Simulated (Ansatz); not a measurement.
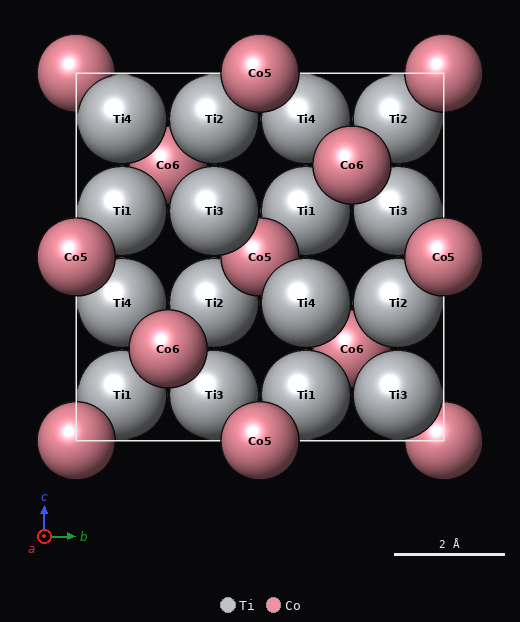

*The structure as given in the input (spheres-only view of the cell 4 times as large as that of the calculation, set on its symmetry axes, along the a axis; atoms are numbered from 1 in the order of the input). An atom can appear more than once, as a periodic image.*

**Run report: Ti2Co, single-point calculation**

Ti2Co (Fd-3m, 6 atoms in the cell), computed with DFT r2SCAN, scalar-relativistic, plane waves, PAW, spin-polarised (Ansatz 0.2.0).

The structure derives from an entry of the Crystallography Open Database. Figures and captions count atoms from 1; the log counts them from 0 in places.

**What the program printed**
```
Engine: ansatz 0.2.0, x86_64-unknown-linux-gnu
Pseudopotentials: kind: paw
Pseudopotential: Ti, paw, valence charge 12, recommended cutoff 500 eV (meta_gga), Ti.paw.azcp
Pseudopotential: Co, paw, valence charge 17, recommended cutoff 500 eV (meta_gga), Co.paw.azcp
Functional definition: r2SCAN
  parameter k0 = 0.174
  parameter k1 = 0.065
  parameter a1 = 4.9479
  exchange = r2scan_x(k0 = k0, k1 = k1, a1 = a1)
  correlation = r2scan_c
Crystal: 6 atoms, lattice volume = 76.205 Å³
Basis set: ecut = 500 eV, 1917 PW (Γ), exchange–correlation on 144×144×144 points (64 copies of the dense FFT grid, shifted against one another)
Bands: 52, of which v1, the nominal top of the filled ones, is band 41 counted from 1 (40 counted from 0)
Symmetry: 48 space group operations
Space group: Fd-3m (ITA 227), of the structure as read, at distance tolerance 4.2e-5 Å
Magnetic group: BNS 227.128 (UNI 1630), of the structure as read, at distance tolerance 4.2e-5 Å
k-points: 47 of 1000
Non-local potential: Ti, projectors of the file, l = 0: 3, l = 1: 2, l = 2: 3, l = 3: 1
Non-local potential: Co, projectors of the file, l = 0: 3, l = 1: 2, l = 2: 3, l = 3: 1
PAW form: soft (Blöchl's): semilocal exchange-correlation on the pseudo side does not see the compensation charge
PAW frozen core: Ti, regenerated for the run's functional (the file was generated under x = pbe(κ = 0.804, μ = 0.2195149727645171), c = pbe(β = 0.06672455060314922))
PAW frozen core: Co, regenerated for the run's functional (the file was generated under x = pbe(κ = 0.804, μ = 0.2195149727645171), c = pbe(β = 0.06672455060314922))
PAW one-centre angular grid: Ti, 590 points (default); XC on 160 Gauss nodes
PAW one-centre angular grid: Co, 590 points (default); XC on 160 Gauss nodes
Initial density: superposition of atomic densities (chi_scale 0.1, normalization cell)
Starting moments: Σ|m| = 4.18 μB on 6 of 6 sites
Initial wavefunctions: pseudopotential atomic-orbital guess
Functional: x = r2scan, c = r2scan; τ floored in thin density (d = 2e-4 eV/Å³)
SCF iter   1: F=—  HF=-20271.366405 eV  |F-HF|=—  |Δ(HF+E_count)|=         —  Δρ=5.15e-2 (↑4.37e-2 ↓5.15e-2)  dr2=5.30e0  dr2_τ=7.55e-2  dr2_m=1.09e-1  M=3.326 μB ∫|m|=3.823 μB  β_m=1.00  ethr=3.10e-3  ⟨swp⟩=4.5  Hψ=15695  notcnv=0
Mixer restart at iter 1: flushing history
preconditioner: auto → Kerker (q_TF=auto, 2.762 Å⁻¹)  [metal: Δε(μ)=0.009 eV  Ē_g=4.742 eV  σ=0.100 eV  W_gap=0.05  n_scr=26 (ndim 8)  ℏωp=24.8 eV  f_vac=0.000  D(μ)=6.98/eV (n_scr^D=88)]
spin=Collinear: Kerker preconditioning applied to the charge; magnetization (m = ρ↑ − ρ↓) channel mixes plain (no charge-response kernel on spin).
SCF iter   2: F=—  HF=-20272.858199 eV  |F-HF|=—  |Δ(HF+E_count)|=    1.49e0  Δρ=2.05e-2 (↑1.77e-2 ↓2.05e-2)  dr2=1.02e0  dr2_τ=2.19e-2  dr2_m=2.97e-2  M=3.340 μB ∫|m|=4.192 μB  β_m=1.00  ethr=3.10e-3  ⟨swp⟩=2.1  Hψ=7788  notcnv=0  defer=387  κ⁻¹=1.0e0(r=1)
SCF iter   3: F=—  HF=-20274.914330 eV  |F-HF|=—  |Δ(HF+E_count)|=    2.06e0  Δρ=1.28e-2 (↑1.19e-2 ↓1.28e-2)  dr2=4.83e-1  dr2_τ=3.50e-3  dr2_m=1.58e-3  M=3.409 μB ∫|m|=4.403 μB  β_m=1.00  ethr=1.25e-3  ⟨swp⟩=2.0  Hψ=5749  notcnv=0  defer=376  κ⁻¹=4.0e-2(r=2)
SCF iter   4: F=—  HF=-20276.404532 eV  |F-HF|=—  |Δ(HF+E_count)|=    1.49e0  Δρ=8.46e-3 (↑6.73e-3 ↓8.46e-3)  dr2=1.78e-1  dr2_τ=1.36e-3  dr2_m=7.82e-4  M=3.441 μB ∫|m|=4.504 μB  β_m=1.00  ethr=5.89e-4  ⟨swp⟩=2.1  Hψ=6947  notcnv=0  defer=376  κ⁻¹=1.0e-2(r=3)
SCF iter   5: F=—  HF=-20276.686853 eV  |F-HF|=—  |Δ(HF+E_count)|=         —  Δρ=4.69e-3 (↑4.47e-3 ↓4.69e-3)  dr2=5.93e-2  dr2_τ=3.56e-4  dr2_m=1.76e-4  M=3.402 μB ∫|m|=4.462 μB  β_m=1.00  ethr=2.16e-4  ⟨swp⟩=2.1  Hψ=7418  notcnv=0  defer=378
Mixer restart at iter 5: flushing history
SCF iter   6: F=—  HF=-20276.684215 eV  |F-HF|=—  |Δ(HF+E_count)|=   2.64e-3  Δρ=4.13e-3 (↑2.93e-3 ↓4.13e-3)  dr2=3.46e-2  dr2_τ=3.44e-4  dr2_m=4.58e-4  M=3.357 μB ∫|m|=4.427 μB  β_m=1.00  ethr=7.24e-5  ⟨swp⟩=1.1  Hψ=5211  notcnv=0  defer=371  κ⁻¹=1.0e0(r=1)
SCF iter   7: F=—  HF=-20276.686334 eV  |F-HF|=—  |Δ(HF+E_count)|=   2.12e-3  Δρ=1.42e-3 (↑1.24e-3 ↓1.42e-3)  dr2=4.58e-3  dr2_τ=3.10e-5  dr2_m=1.71e-4  M=3.250 μB ∫|m|=4.335 μB  β_m=1.00  ethr=4.22e-5  ⟨swp⟩=2.0  Hψ=6247  notcnv=0  defer=376  κ⁻¹=2.6e-2(r=2)
SCF iter   8: F=—  HF=-20276.687459 eV  |F-HF|=—  |Δ(HF+E_count)|=   1.13e-3  Δρ=8.66e-4 (↑8.59e-4 ↓8.66e-4)  dr2=1.14e-3  dr2_τ=3.74e-5  dr2_m=4.45e-6  M=3.240 μB ∫|m|=4.319 μB  β_m=1.00  ethr=5.59e-6  ⟨swp⟩=2.1  Hψ=6404  notcnv=0  defer=361  κ⁻¹=5.6e-3(r=3)
SCF iter   9: F=—  HF=-20276.688199 eV  |F-HF|=—  |Δ(HF+E_count)|=   7.40e-4  Δρ=5.52e-4 (↑5.52e-4 ↓4.61e-4)  dr2=3.33e-4  dr2_τ=9.91e-6  dr2_m=2.02e-5  M=3.255 μB ∫|m|=4.326 μB  β_m=1.00  ethr=1.39e-6  ⟨swp⟩=2.0  Hψ=7587  notcnv=0  defer=360  κ⁻¹=1.5e-3(r=4)
SCF iter  10: F=—  HF=-20276.688627 eV  |F-HF|=—  |Δ(HF+E_count)|=   4.28e-4  Δρ=4.01e-4 (↑4.01e-4 ↓2.95e-4)  dr2=1.80e-4  dr2_τ=3.09e-6  dr2_m=2.23e-5  M=3.279 μB ∫|m|=4.339 μB  β_m=1.00  ethr=4.06e-7  ⟨swp⟩=2.0  Hψ=8772  notcnv=0  defer=365  κ⁻¹=3.4e-4(r=5)
SCF iter  11: F=—  HF=-20276.688594 eV  |F-HF|=—  |Δ(HF+E_count)|=   3.28e-5  Δρ=1.73e-4 (↑1.05e-4 ↓1.73e-4)  dr2=1.28e-5  dr2_τ=7.52e-7  dr2_m=8.34e-6  M=3.303 μB ∫|m|=4.356 μB  β_m=1.00  ethr=2.20e-7  ⟨swp⟩=2.0  Hψ=8193  notcnv=0  defer=365  κ⁻¹=2.3e-4(r=6)
SCF iter  12: F=—  HF=-20276.688565 eV  |F-HF|=—  |Δ(HF+E_count)|=   2.91e-5  Δρ=2.11e-4 (↑7.79e-5 ↓2.11e-4)  dr2=2.76e-5  dr2_τ=8.66e-7  dr2_m=4.65e-6  M=3.313 μB ∫|m|=4.362 μB  β_m=1.00  ethr=1.56e-8  ⟨swp⟩=2.0  Hψ=8554  notcnv=0  defer=365  κ⁻¹=4.2e-5(r=7)
SCF iter  13: F=—  HF=-20276.688565 eV  |F-HF|=—  |Δ(HF+E_count)|=   3.38e-7  Δρ=1.70e-4 (↑8.53e-5 ↓1.70e-4)  dr2=3.53e-5  dr2_τ=2.12e-7  dr2_m=1.48e-6  M=3.316 μB ∫|m|=4.363 μB  β_m=1.00  ethr=1.56e-8  ⟨swp⟩=2.0  Hψ=7070  notcnv=0  defer=365  κ⁻¹=6.2e-6(r=8)
SCF iter  14: F=—  HF=-20276.688573 eV  |F-HF|=—  |Δ(HF+E_count)|=   7.94e-6  Δρ=1.17e-4 (↑6.37e-5 ↓1.17e-4)  dr2=1.79e-5  dr2_τ=7.69e-8  dr2_m=5.85e-7  M=3.314 μB ∫|m|=4.362 μB  β_m=1.00  ethr=1.56e-8  ⟨swp⟩=1.6  Hψ=5773  notcnv=0  defer=365  κ⁻¹=4.7e-6(r=8)
SCF iter  15: F=—  HF=-20276.688581 eV  |F-HF|=—  |Δ(HF+E_count)|=   8.37e-6  Δρ=2.20e-5 (↑2.01e-5 ↓2.20e-5)  dr2=4.07e-7  dr2_τ=1.65e-8  dr2_m=7.94e-8  M=3.309 μB ∫|m|=4.357 μB  β_m=1.00  ethr=1.56e-8  ⟨swp⟩=2.0  Hψ=7790  notcnv=0  defer=365  κ⁻¹=2.5e-6(r=8)
SCF iter  16: F=—  HF=-20276.688583 eV  |F-HF|=—  |Δ(HF+E_count)|=   1.17e-6  Δρ=1.50e-5 (↑1.26e-5 ↓1.50e-5)  dr2=9.64e-8  dr2_τ=8.07e-9  dr2_m=9.47e-8  M=3.306 μB ∫|m|=4.355 μB  β_m=1.00  ethr=4.97e-10  ⟨swp⟩=2.0  Hψ=8789  notcnv=0  defer=365  κ⁻¹=6.2e-6(r=8)
SCF iter  17: F=—  HF=-20276.688583 eV  |F-HF|=—  |Δ(HF+E_count)|=   3.95e-7  Δρ=9.59e-6 (↑8.53e-6 ↓9.59e-6)  dr2=3.69e-8  dr2_τ=2.35e-9  dr2_m=4.50e-8  M=3.304 μB ∫|m|=4.354 μB  β_m=1.00  ethr=1.18e-10  ⟨swp⟩=2.5  Hψ=9582  notcnv=0  defer=365  κ⁻¹=2.0e-5(r=8)
SCF iter  18: F=—  HF=-20276.688583 eV  |F-HF|=—  |Δ(HF+E_count)|=   9.46e-9  Δρ=5.21e-6 (↑5.21e-6 ↓4.63e-6)  dr2=2.47e-8  dr2_τ=8.69e-10  dr2_m=2.85e-9  M=3.303 μB ∫|m|=4.353 μB  β_m=1.00  ethr=4.50e-11  ⟨swp⟩=2.5  Hψ=9715  notcnv=0  defer=365  κ⁻¹=2.9e-5(r=8)
SCF iter  19: F=—  HF=-20276.688583 eV  |F-HF|=—  |Δ(HF+E_count)|=   6.29e-9  Δρ=2.47e-6 (↑1.92e-6 ↓2.47e-6)  dr2=6.06e-9  dr2_τ=2.44e-10  dr2_m=5.33e-10  M=3.302 μB ∫|m|=4.353 μB  β_m=1.00  ethr=3.01e-11  ⟨swp⟩=2.0  Hψ=8423  notcnv=0  defer=365  κ⁻¹=1.5e-5(r=8)
SCF iter  20: F=-20276.688583 eV  HF=-20276.688583 eV  |F-HF|=1.02e-8  |Δ(HF+E_count)|=   5.89e-9  Δρ=2.09e-6 (↑2.09e-6 ↓1.72e-6)  dr2=2.03e-9  dr2_τ=1.26e-10  dr2_m=2.08e-9  M=3.303 μB ∫|m|=4.353 μB  ethr=7.40e-12  ⟨swp⟩=7.6  Hψ=18819  notcnv=0
SCF 1 converged in 20 iterations: F = -20276.688583 eV  dr2 = 2.03e-9
  greatest PAW one-centre occupation: 1.003 electrons in one spin orbital (limit 2), on the Co atom at site 5 (counted from 0), in its partial waves of l = 1
```

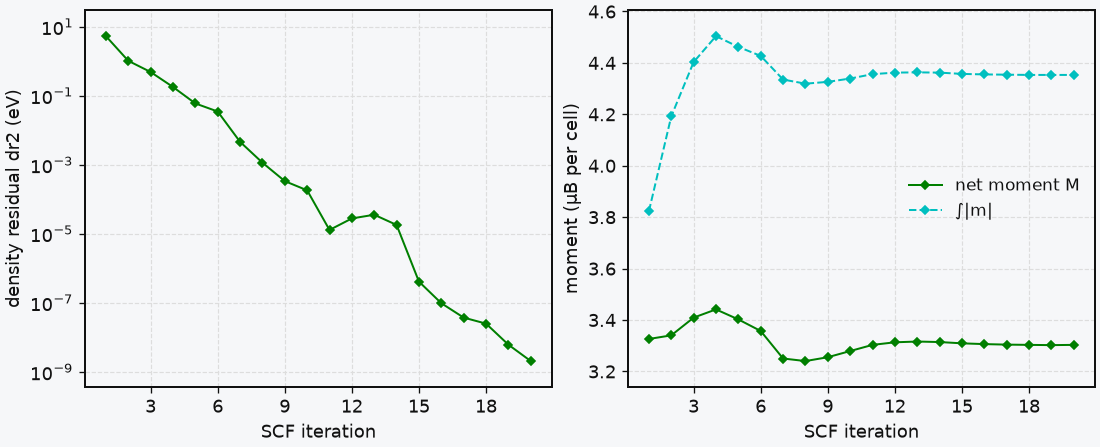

*Convergence of the self-consistent field: density residual dr2 and magnetic moment against the SCF iteration.*

The residual comes down, with one marked jump up, by a factor of about 2, at step 12. The net moment starts and ends at 3.3 μB per cell.

```
this state was not tested for a lower state beside it, because the mixer in use, unlike msr1, does not test its closes by its own steps (another_mixer; see scf.mixing.algorithm and scf.lower_state_search)
SCF converged after 20 iterations
Magnetization: 3.3026 μB (42.6513 up, 39.3487 down)
Absolute magnetization: 4.3907 μB (∫|ρ↑−ρ↓|, with the PAW one-centre terms)
Spin contamination: 0.4042 ħ² per cell (⟨S²⟩ above its minimum at these occupations)
Per-site moments (μB) at R_I (Å): [(0.1721248349310138, 0.981508406460752), (0.17212483493101396, 0.981508406460752), (0.17212483493101388, 0.981508406460752), (0.172124834931014, 0.981508406460752), (1.4390640976787514, 1.1509206245156731), (1.439064097678752, 1.1509206245156731)]
Free energy (F): -20276.688583 eV
Harris-Foulkes:  -20276.688583 eV  (|F-HF|=1.02e-8)
Internal energy: -20276.657347 eV  (E = F + TS)
E sigma→0 (E₀):  -20276.672965 eV
Entropy (-TS):   -0.031236 eV (-5.206 meV/atom)
Fermi energy:    17.442110 eV
--- Per-component energies (eV) ---
  E_band       = -1031.859131
  E_kinetic    = 2035.875862
  E_local      = -8942.347087  (includes V_loc(G=0)·N_el)
  E_nonlocal   = 947.927678
  E_hartree    = 3805.997598
  E_xc         = -695.693573
  E_vxc        = -1005.182765  (∫ρ·V_xc dr)
  E_paw        = -7282.007457  (= ΣΔE_a)
  E_vpaw       = -1747.540942  (= ΣTr[D̂ρ^β])
  E_aug_tail   = 0.000466  (compensation charges beyond the density's cutoff)
  E_vtau       = 67.410029  (kinetic-family band-sum trace: ∫τ·v_τ [+ j·A + Jᵃ·Aᵃ] dr)
  E_ewald      = -10144.806592
  E_core_change = -1.604241  (= ΣΔE_core)
  E_smearing   = -0.031236  (= −TS)
  E_closure    = -0.000000  (closes the sum)
  Σ components = -20276.688583   (vs F -20276.688583, Δ=0.00e0)
--- Forces (eV/Å), atoms counted from 1 ---
  atom   1  Ti     0.00000000     0.00000000    -0.00000000
  atom   2  Ti     0.00000000    -0.00000000    -0.00000000
  atom   3  Ti     0.00000000    -0.00000000     0.00000000
  atom   4  Ti     0.00000000    -0.00000000     0.00000000
  atom   5  Co    -0.00000000    -0.00000000     0.00000000
  atom   6  Co    -0.00000000     0.00000000    -0.00000000
  max |Σ_I F_I| component: 4.05e-18 eV/Å
--- Stress (GPa, compression-positive) ---
       23.963613       0.000000       0.000000
        0.000000      23.963613      -0.000000
        0.000000       0.000000      23.963613
  P = ⅓ Tr σ = 23.9636 GPa (239.636 kbar)
--- Band table (eV; the first three rows and the last of 94) ---
  k-point 0 ↑: bands = ["-82.1491", "-82.1454", "-43.9410", "-43.9410", "-43.9410", "-43.9256", "-43.9256", "-43.9256", "-41.4261", "-40.6815", "-40.6815", "-40.6815", "-18.5860", "-17.0367", "-17.0367", "-17.0367", "-16.5325", "-16.5325", "-15.4279", "-15.4279", "-15.4279", "-15.2307", "-15.2307", "-15.2307", "10.3172", "12.7314", "13.9070", "13.9070", "13.9070", "14.7479", "14.7479", "14.7739", "14.7739", "14.7739", "14.9328", "14.9328", "14.9328", "15.4108", "15.4108", "16.6267", "16.6267", "16.6267", "16.8305", "16.8305", "21.5195", "21.5195", "21.5195", "21.6941", "21.8040", "21.8040", "21.8040", "21.8261"]
  k-point 1 ↑: bands = ["-82.1490", "-82.1455", "-43.9411", "-43.9411", "-43.9409", "-43.9258", "-43.9255", "-43.9255", "-41.4131", "-40.6960", "-40.6816", "-40.6816", "-18.5391", "-17.0265", "-17.0149", "-17.0149", "-16.5227", "-16.5227", "-15.4559", "-15.4559", "-15.4278", "-15.3021", "-15.2397", "-15.2397", "10.4407", "12.8428", "13.9260", "13.9260", "13.9468", "14.4475", "14.6981", "14.6981", "14.7702", "14.7702", "15.0851", "15.0851", "15.1623", "15.4224", "15.4224", "16.5878", "16.6633", "16.6633", "16.8641", "16.8641", "20.9975", "21.1095", "21.1095", "21.5010", "21.5077", "21.5077", "21.5696", "21.8136"]
  k-point 2 ↑: bands = ["-82.1488", "-82.1456", "-43.9414", "-43.9414", "-43.9408", "-43.9263", "-43.9251", "-43.9251", "-41.3765", "-40.7368", "-40.6819", "-40.6819", "-18.4101", "-16.9904", "-16.9579", "-16.9579", "-16.4875", "-16.4875", "-15.5466", "-15.5466", "-15.5047", "-15.4276", "-15.2554", "-15.2554", "10.8000", "13.1289", "13.9407", "13.9806", "13.9806", "14.1762", "14.6563", "14.6563", "14.7597", "14.7597", "15.3009", "15.3756", "15.3756", "15.4825", "15.4825", "16.4794", "16.6933", "16.6933", "17.0624", "17.0624", "19.9719", "20.3342", "20.3342", "20.9753", "21.3281", "21.3281", "21.4533", "21.7828"]
  k-point 46 ↓: bands = ["-79.8749", "-79.8749", "-41.7079", "-41.7079", "-41.6936", "-41.6936", "-41.6809", "-41.6809", "-40.8300", "-40.8300", "-40.4590", "-40.4590", "-17.0356", "-17.0356", "-16.3876", "-16.3876", "-16.0084", "-16.0084", "-15.9662", "-15.9662", "-15.5381", "-15.5381", "-15.1829", "-15.1829", "13.2296", "13.2296", "14.5655", "14.5655", "15.6434", "15.6434", "15.6961", "15.6961", "16.2396", "16.2396", "16.3724", "16.3724", "16.5827", "16.5827", "17.4093", "17.4093", "17.5301", "17.5301", "18.6604", "18.6604", "19.0579", "19.0579", "19.5074", "19.5074", "20.2687", "20.2687", "20.5120", "20.5120"]
--- Löwdin populations: 6 sites ---
  site symbol       q [e]    m [muB]
     0     Ti     11.9801     0.1489
     1     Ti     11.9801     0.1489
     2     Ti     11.9801     0.1489
     3     Ti     11.9801     0.1489
     4     Co     16.6166     1.4390
     5     Co     16.6166     1.4390
  spilling = 0.010319 (of n_electrons = 82.000000)
```

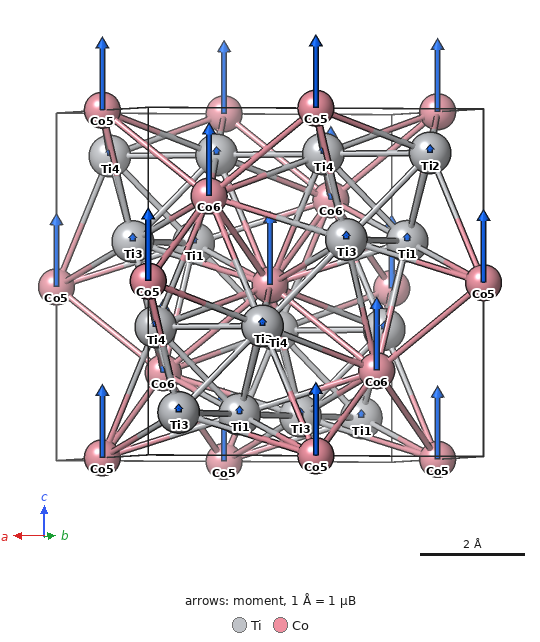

*Magnetic moments of the sites as blue arrows (ball-and-stick view of the cell 4 times as large as that of the calculation, set on its symmetry axes, seen at an oblique angle; atoms are numbered from 1 in the order of the input); small moments hardly show. The run is collinear, so the axis drawn is arbitrary.*

Site moments: Co5, Co6 (1.44 μB); all 4 Ti atoms (0.17 μB). They are counted near the atoms and needn't add up to the moment of the cell.

This output came from the following input.

**Input**
```yaml
crystal:
  lattice:
    - [0.0, 3.365, 3.365]
    - [3.365, 0.0, 3.365]
    - [3.365, 3.365, 0.0]
  atoms:
    - { symbol: Ti, position: [0.125, 0.125, 0.125], spin: 0.27 }
    - { symbol: Ti, position: [0.625, 0.125, 0.125], spin: 0.27 }
    - { symbol: Ti, position: [0.125, 0.125, 0.625], spin: 0.27 }
    - { symbol: Ti, position: [0.125, 0.625, 0.125], spin: 0.27 }
    - { symbol: Co, position: [0.5, 0.5, 0.5], spin: 1.55 }
    - { symbol: Co, position: [0.75, 0.75, 0.75], spin: 1.55 }
basis:
  ecutwfc: 500
kpoints:
  mp_grid: { grid: [10, 10, 10] }
hamiltonian:
  xc: r2scan
scf:
  occupations: { method: gaussian, width: 0.1 }
output:
  forces: true
  stress: true
  eigenvalues: true
  populations: true
magnetization:
  spin_polarized: true
```

Command:
```bash
ansatz run input.yaml --threads 1 --pin off --max-ram 2560MiB --backend cpu --events-out ev --progress --plain --runs-dir out
```

**Results in brief**

| quantity | value |
| --- | --- |
| outcome | converged |
| space group (tolerance 0.01 Å) | Fd-3m (227) |
| electrons treated | 82 |
| free energy | −20276.6886 eV |
| Fermi energy | 17.442 eV |
| gap on the k-point mesh | none (metallic) |
| net moment of the cell | 3.30 μB |
| integrated absolute moment | 4.39 μB |
| pressure | 23.96 GPa |
| largest force (length of the vector) | under 0.001 eV/Å |
| hardware | 1 thread of Intel Xeon @ 2.70GHz, 189 GiB of memory available, shared host |
| wall time | 92 s |
| peak memory | 0.87 GiB |

**Notes**

The electronic state found may not be the lowest one. Warnings of the run: the state was not tested for a lower one. The cell is under a pressure of 24 GPa at this level, so it is not at its equilibrium volume.
